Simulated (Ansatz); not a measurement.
Single-point calculation, with input and output: Hf$_{8}$H$_{2}$O$_{17}$ (part 1 of 2)

Hf$_{8}$H$_{2}$O$_{17}$ (slab, 27 atoms in the cell), computed with DFT PBE+D3(BJ), scalar-relativistic, plane waves, PAW, no spin polarisation (Ansatz 0.2.0).

The structure derives from a Materials Project entry. It belongs to a series of runs on one base structure; here: the whole at its places in the relaxed adsorbed structure. Figures and captions count atoms from 1; the log counts them from 0 in places.

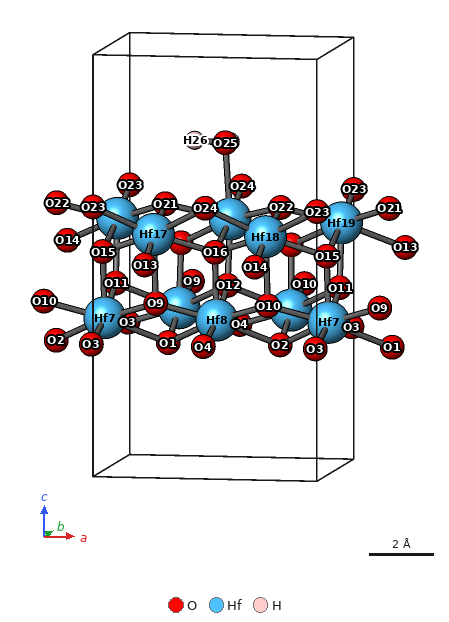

The input geometry (ball-and-stick view of the cell of the calculation, with the vacuum cut short, seen slightly off an axis; bonded neighbours outside the cell are drawn too; atoms are numbered from 1 in the order of the input). An atom can appear more than once, as a periodic image.

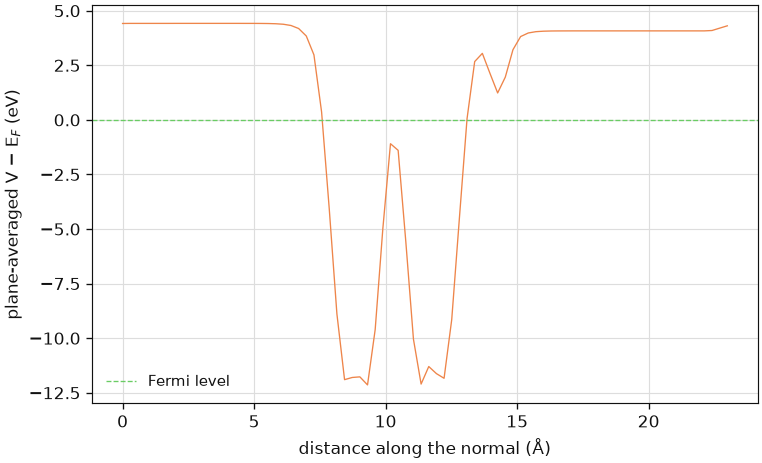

Plane average of the electrostatic potential energy of an electron across the cell, from the Fermi level. The vacuum level lies 4.08 eV above the Fermi level on the upper side and 4.42 eV on the lower.

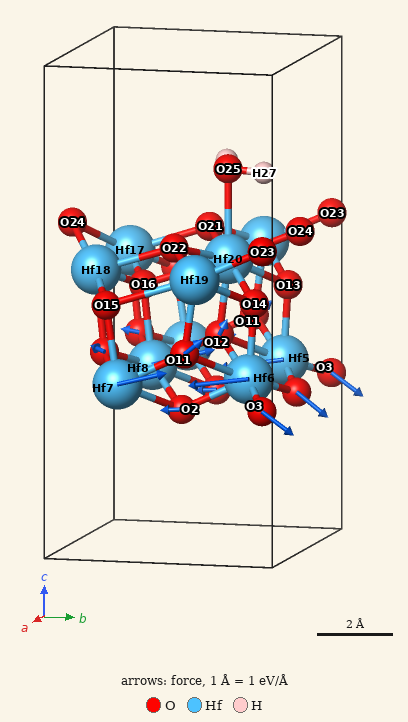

Forces on the atoms as blue arrows (ball-and-stick view of the cell of the calculation, with the vacuum cut short, seen slightly off an axis; atoms are numbered from 1 in the order of the input); the smallest are left out. The largest act on Hf8 (1.80 eV/Å); Hf5 (1.79 eV/Å); Hf6 (1.78 eV/Å); Hf7 (1.42 eV/Å), among others. The geometry is not a stationary point of this energy.

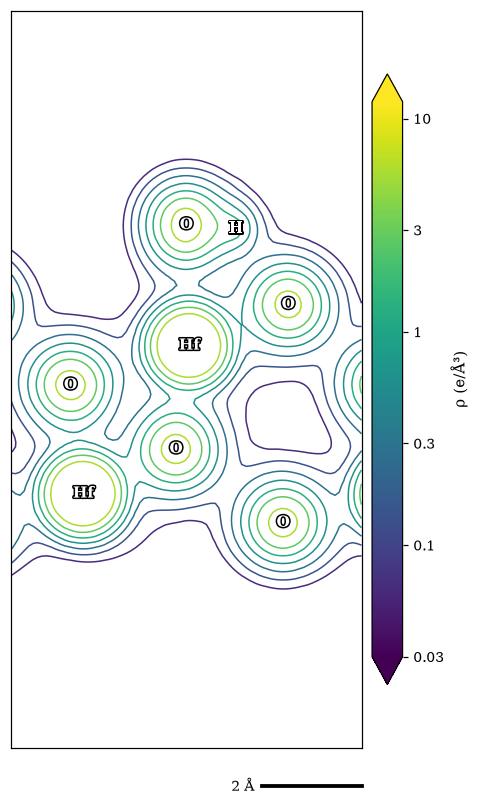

Valence charge density (pseudo) on the (100) plane of the calculation cell, a cut from vacuum to vacuum. Atoms in the plane: O, Hf and H. O–H (0.99 Å): ρ is about 3.7 e/Å³ halfway. Hf–O (2.07 Å): ρ is about 0.82 e/Å³ halfway. Hf–O (2.09 Å): ρ is about 0.78 e/Å³ halfway. Hf–O (2.15 Å): ρ is about 0.66 e/Å³ halfway. Hf–O (2.19 Å): ρ is about 0.58 e/Å³ halfway. The density dies away to nearly zero in the vacuum. In a PAW calculation such maps are meaningful between the atoms, not at the nuclei.

The input that produced these results follows, with the program's output.

### Input
```yaml
crystal:
  lattice:
    - [7.1747300941, 0.0, 0.0]
    - [0.0, 6.3274197381, 0.0]
    - [0.0, 0.0, 23.2811884666]
  atoms:
    - { symbol: O, position: [0.25, 0.5267463581, 0.3436250693] }
    - { symbol: O, position: [0.75, 0.5267463581, 0.3436250693] }
    - { symbol: O, position: [0.0, 0.9554113498, 0.3569688386] }
    - { symbol: O, position: [0.5, 0.9554113498, 0.3569688386] }
    - { symbol: Hf, position: [0.25, 0.8214384719, 0.3820295096] }
    - { symbol: Hf, position: [0.75, 0.8214384719, 0.3820295096] }
    - { symbol: Hf, position: [0.0, 0.3214384719, 0.3820295096] }
    - { symbol: Hf, position: [0.5, 0.3214384719, 0.3820295096] }
    - { symbol: O, position: [0.25, 0.187465594, 0.4070901807] }
    - { symbol: O, position: [0.75, 0.187465594, 0.4070901807] }
    - { symbol: O, position: [0.0, 0.6161305857, 0.42043395] }
    - { symbol: O, position: [0.5, 0.6161305857, 0.42043395] }
    - { symbol: O, position: [0.2560175654, 0.8428667448, 0.4699845496] }
    - { symbol: O, position: [0.7471844139, 0.8444289397, 0.4701014025] }
    - { symbol: O, position: [-0.000897482, 0.2706532731, 0.4735984772] }
    - { symbol: O, position: [0.498500155, 0.2818042918, 0.4754648667] }
    - { symbol: Hf, position: [0.2464326411, 0.1468358627, 0.502237065] }
    - { symbol: Hf, position: [0.7462185315, 0.1494694133, 0.5023772474] }
    - { symbol: Hf, position: [0.0019944804, 0.6602305381, 0.5073193059] }
    - { symbol: Hf, position: [0.505319913, 0.6571222664, 0.5094356082] }
    - { symbol: O, position: [0.241803358, 0.4937920858, 0.5335715108] }
    - { symbol: O, position: [0.7571682983, 0.4954254614, 0.5317762062] }
    - { symbol: O, position: [0.0068161171, 0.9591300717, 0.5438420282] }
    - { symbol: O, position: [0.505366002, 0.9716720723, 0.5448532658] }
    - { symbol: O, position: [0.4844796352, -0.3511794407, 0.6134152465] }
    - { symbol: H, position: [0.3551066166, -0.3958010476, 0.6174098528] }
    - { symbol: H, position: [0.4810891807, -0.1947475007, 0.6101857424] }
basis:
  ecutwfc: 420
kpoints:
  mp_grid: { grid: [2, 3, 1] }
hamiltonian:
  xc: pbe
  dispersion: d3bj
scf:
  occupations: { method: gaussian, width: 0.05 }
output:
  forces: true
  eigenvalues: true
  write_density: true
  volumetric_format: npy
efield:
  axis: 3
  dipole_correction: true
  ramp_width: 0.04
```

Launch command:
```bash
ansatz run input.yaml --threads 4 --pin off --max-ram 10240MiB --backend cpu --events-out ev --progress --plain --runs-dir out
```

### The program's output
```
Engine: ansatz 0.2.0, aarch64-unknown-linux-gnu
Pseudopotentials: kind: paw
Pseudopotential: O, paw, valence charge 6, recommended cutoff 420 eV (normal), O.paw.azcp
Pseudopotential: Hf, paw, valence charge 26, recommended cutoff 420 eV (normal), Hf.paw.azcp
Pseudopotential: H, paw, valence charge 1, recommended cutoff 420 eV (normal), H.paw.azcp
Functional definition: PBE
  parameter kappa = 0.804
  parameter beta = 0.06672455060314922
  exchange = pbe_x(kappa = kappa, mu = beta*pi^2/3)
  correlation = pbe_c(beta = beta)
Crystal: 27 atoms, lattice volume = 1056.908 Å³
Basis set: ecut = 420 eV, 20611 PW (Γ), exchange–correlation on 96×90×320 points (8 copies of the dense FFT grid, shifted against one another)
Bands: 188, of which v1, the nominal top of the filled ones, is band 156 counted from 1 (155 counted from 0)
Symmetry: 1 space group operations
Space group: P1 (ITA 1), of the structure as read, at distance tolerance 1.0e-4 Å
k-points: 4 of 6 (time reversal used)
Non-local potential: O, projectors of the file, l = 0: 2, l = 1: 2, l = 2: 1
Non-local potential: Hf, projectors of the file, l = 0: 3, l = 1: 2, l = 2: 2, l = 3: 3
Non-local potential: H, projectors of the file, l = 0: 2, l = 1: 1
PAW form: soft (Blöchl's): semilocal exchange-correlation on the pseudo side does not see the compensation charge
PAW one-centre angular grid: O, 110 points (default); XC on 64 Gauss nodes
PAW one-centre angular grid: Hf, 590 points (default); XC on 64 Gauss nodes
PAW one-centre angular grid: H, 110 points (default); XC on 64 Gauss nodes
Initial density: superposition of atomic densities (neutral atoms: chi_scale 0, normalization atom), corrected by the library's trained network
Initial wavefunctions: pseudopotential atomic-orbital guess
Functional: x = pbe(κ = 0.804, μ = 0.2195149727645171), c = pbe(β = 0.06672455060314922)
SCF iter   1: F=—  HF=-135489.318217 eV  |F-HF|=—  |Δ(HF+E_count)|=         —  Δρ=2.83e-3  dr2=1.00e-1  ethr=1.77e-3  p=0.016 e·Å  D=2.66e-3 V/Å  ΔV_dip=-0.06 eV  dr2_dipole=7.63e-4  V_vac-E_F(+/−)=4.40/4.46 eV  ⟨swp⟩=7.2  Hψ=3038  notcnv=0  defer=15
efield: sawtooth ramp at fractional position 0.9605 (placed from the atoms, in the widest stretch of the axis that holds none; the zero of the levels goes with the place), width 0.0400; the density the first Hamiltonian is built on has a dipole p = 0.016 e·Å; the dipole correction subtracts the counter field D = 2.66e-3 V/Å, which shifts the + side's vacuum level by -0.06 eV against the − side's; the planar-averaged density in the ramp window peaks in size at 6.2e-6 e/Å³
preconditioner: auto → Resta (q_TF=auto, 2.226 Å⁻¹)  ε∞=2.3  [insulator: Δε(μ)=3.875 eV  Ē_g=17.340 eV  σ=0.050 eV  W_gap=1.00  n_scr=204 (ndim 8)  ℏωp=19.7 eV  f_vac=0.690  D(μ)=0.00/eV (n_scr^D=0)  ε∞_Penn≈2.3  vacuum switching on, ρ_ref=2.2e-2 e/Å³]
SCF iter   2: F=—  HF=-135489.321249 eV  |F-HF|=—  |Δ(HF+E_count)|=   3.03e-3  Δρ=2.17e-3  dr2=3.58e-2  ethr=3.22e-5  p=0.054 e·Å  D=9.18e-3 V/Å  ΔV_dip=-0.21 eV  dr2_dipole=2.02e-4  V_vac-E_F(+/−)=4.21/4.43 eV  ⟨swp⟩=3.0  Hψ=1494  notcnv=0  defer=106
SCF iter   3: F=—  HF=-135489.316987 eV  |F-HF|=—  |Δ(HF+E_count)|=   4.26e-3  Δρ=7.09e-4  dr2=4.71e-3  ethr=1.15e-5  p=0.064 e·Å  D=1.10e-2 V/Å  ΔV_dip=-0.26 eV  dr2_dipole=7.23e-5  V_vac-E_F(+/−)=4.19/4.44 eV  ⟨swp⟩=2.0  Hψ=1090  notcnv=0  defer=106
SCF iter   4: F=—  HF=-135489.318171 eV  |F-HF|=—  |Δ(HF+E_count)|=   1.18e-3  Δρ=2.62e-4  dr2=6.76e-4  ethr=1.51e-6  p=0.082 e·Å  D=1.41e-2 V/Å  ΔV_dip=-0.33 eV  dr2_dipole=6.11e-8  V_vac-E_F(+/−)=4.10/4.43 eV  ⟨swp⟩=3.0  Hψ=1190  notcnv=0  defer=106
SCF iter   5: F=—  HF=-135489.318287 eV  |F-HF|=—  |Δ(HF+E_count)|=   1.16e-4  Δρ=8.67e-5  dr2=6.17e-5  ethr=2.17e-7  p=0.086 e·Å  D=1.47e-2 V/Å  ΔV_dip=-0.34 eV  dr2_dipole=2.85e-7  V_vac-E_F(+/−)=4.08/4.43 eV  ⟨swp⟩=3.0  Hψ=1153  notcnv=0  defer=106
SCF iter   6: F=—  HF=-135489.318179 eV  |F-HF|=—  |Δ(HF+E_count)|=   1.08e-4  Δρ=3.54e-5  dr2=1.02e-5  ethr=1.98e-8  p=0.086 e·Å  D=1.48e-2 V/Å  ΔV_dip=-0.34 eV  dr2_dipole=2.76e-7  V_vac-E_F(+/−)=4.08/4.42 eV  ⟨swp⟩=3.0  Hψ=1299  notcnv=0  defer=106
SCF iter   7: F=—  HF=-135489.318184 eV  |F-HF|=—  |Δ(HF+E_count)|=   5.08e-6  Δρ=1.78e-5  dr2=3.01e-6  ethr=3.26e-9  p=0.086 e·Å  D=1.47e-2 V/Å  ΔV_dip=-0.34 eV  dr2_dipole=6.27e-8  V_vac-E_F(+/−)=4.08/4.42 eV  ⟨swp⟩=2.0  Hψ=1142  notcnv=0  defer=106
SCF iter   8: F=—  HF=-135489.318185 eV  |F-HF|=—  |Δ(HF+E_count)|=   5.83e-7  Δρ=4.67e-6  dr2=1.80e-7  ethr=9.65e-10  p=0.086 e·Å  D=1.47e-2 V/Å  ΔV_dip=-0.34 eV  dr2_dipole=2.09e-10  V_vac-E_F(+/−)=4.08/4.42 eV  ⟨swp⟩=2.5  Hψ=1144  notcnv=0  defer=106
SCF iter   9: F=-135489.318185 eV  HF=-135489.318185 eV  |F-HF|=1.86e-8  |Δ(HF+E_count)|=   2.65e-7  Δρ=2.30e-6  dr2=5.03e-8  ethr=3.21e-11  p=0.086 e·Å  D=1.47e-2 V/Å  ΔV_dip=-0.34 eV  dr2_dipole=6.68e-10  V_vac-E_F(+/−)=4.08/4.42 eV  ⟨swp⟩=17.2  Hψ=4001  notcnv=0
SCF 1 converged in 9 iterations: F = -135489.318185 eV  dr2 = 5.03e-8
  greatest PAW one-centre occupation: 0.999 electrons in one spin orbital (limit 2), on the Hf atom at site 19 (counted from 0), in its partial waves of l = 3
SCF converged after 9 iterations
Free energy (F): -135489.318185 eV
Harris-Foulkes:  -135489.318185 eV  (|F-HF|=1.86e-8)
Internal energy: -135489.318185 eV  (E = F + TS)
E sigma→0 (E₀):  -135489.318185 eV
Fermi energy:    1.360161 eV
Dipole field:    D = 0.014729 V/Å  (p = 0.086027 e·Å, saw-weighted, corrected)
Work function:   Φ+ = 4.0782 eV   Φ− = 4.4210 eV
Levels:          The Fermi level and band energies are counted from a zero that moves with the ramp; work functions are not
--- Per-component energies (eV) ---
  E_band       = -4647.722662
  E_kinetic    = 6344.177459
  E_local      = -478705.764226  (includes V_loc(G=0)·N_el)
  E_nonlocal   = -9129.025603
  E_hartree    = 234885.183954
  E_xc         = -3661.756956
  E_vxc        = -3738.952756  (∫ρ·V_xc dr)
  E_paw        = -58097.390919  (= ΣΔE_a)
  E_vpaw       = 10807.977604  (= ΣTr[D̂ρ^β])
  E_aug_tail   = 0.039678  (compensation charges beyond the density's cutoff)
  E_efield     = 0.000634  (sawtooth field / dipole correction)
  E_vefield    = 3.474878  (∫n·V_field dr)
  E_ewald      = 172878.916703
  E_disp       = -3.698910  (pairwise vdW)
  E_smearing   = -0.000000  (= −TS)
  E_closure    = 0.000000  (closes the sum)
  Σ components = -135489.318185   (vs F -135489.318185, Δ=0.00e0)
--- Forces (eV/Å), atoms counted from 1 ---
  atom   1  O     -0.03695072    -0.60342585    -0.04086970
  atom   2  O      0.04771444    -0.59270186    -0.04236619
  atom   3  O     -0.01408713     0.88701050    -0.62069200
  atom   4  O      0.00883262     0.87989790    -0.66007446
  atom   5  Hf     0.22918712    -1.75535633    -0.26909398
  atom   6  Hf    -0.18675671    -1.74356954    -0.28061890
  atom   7  Hf    -0.00671805     1.37299262     0.35576499
  atom   8  Hf    -0.02449418     1.73853643     0.48080646
  atom   9  O      0.12637891    -0.49192725     0.09958908
  atom  10  O     -0.26143515    -0.46056590     0.11987549
  atom  11  O      0.04128979     0.52134161     0.42557358
  atom  12  O      0.08307977     0.23928523     0.44786674
  atom  13  O      0.00547214     0.00141734    -0.00319898
  atom  14  O      0.00589194    -0.00028698     0.01151590
  atom  15  O      0.00402902    -0.00405471    -0.00061303
  atom  16  O      0.00997362    -0.01248257    -0.00562385
  atom  17  Hf    -0.01496792    -0.00240330     0.00683810
  atom  18  Hf    -0.00776766     0.02301904    -0.00364467
  atom  19  Hf    -0.00400307    -0.00216007    -0.00995015
  atom  20  Hf    -0.01981797     0.02271548    -0.00571199
  atom  21  O      0.00559978     0.00686550     0.00025293
  atom  22  O      0.00769206    -0.00671379    -0.00362023
  atom  23  O      0.00335351    -0.00093338     0.00310927
  atom  24  O      0.00533106    -0.00958602    -0.01547982
  atom  25  O     -0.00697601     0.02106922     0.00164310
  atom  26  H     -0.02292894    -0.02876998     0.00693487
  atom  27  H      0.02310198     0.00074587     0.00168265
  max |Σ_I F_I| component: 1.05e-4 eV/Å
--- Band table (eV) ---
```
